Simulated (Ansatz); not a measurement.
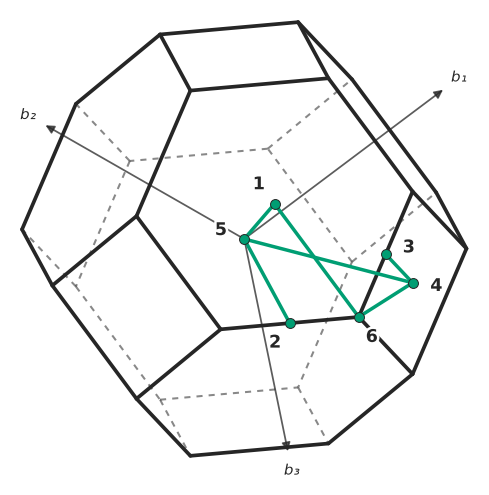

For InN, the geometry relaxed at a target pressure of 10 GPa with Ansatz 0.2.0, DFT PBE, scalar-relativistic, plane waves, PAW: the first Brillouin zone of a face-centred cubic lattice (cF; extended symbol cF2) is drawn with its special points numbered. All values are computed from the atomic coordinates in the standard setting (tolerance 0.002 Å).

a = 4.933 Å, b = 4.933 Å, c = 4.933 Å, α = 90.00°, β = 90.00°, γ = 90.00°.

Labels and path follow the convention of Hinuma et al. (2017), as computed by seekpath; the arrows show the directions of the reciprocal primitive vectors b₁, b₂, b₃, in which coordinates are given.

### Which special point is each number?

```
no.  label      coordinates
  1      L  (1/2, 1/2, 1/2)
  2      K  (3/8, 3/8, 3/4)
  3      U  (5/8, 1/4, 5/8)
  4      X    (1/2, 0, 1/2)
  5      Γ        (0, 0, 0)
  6      W  (1/2, 1/4, 3/4)
```
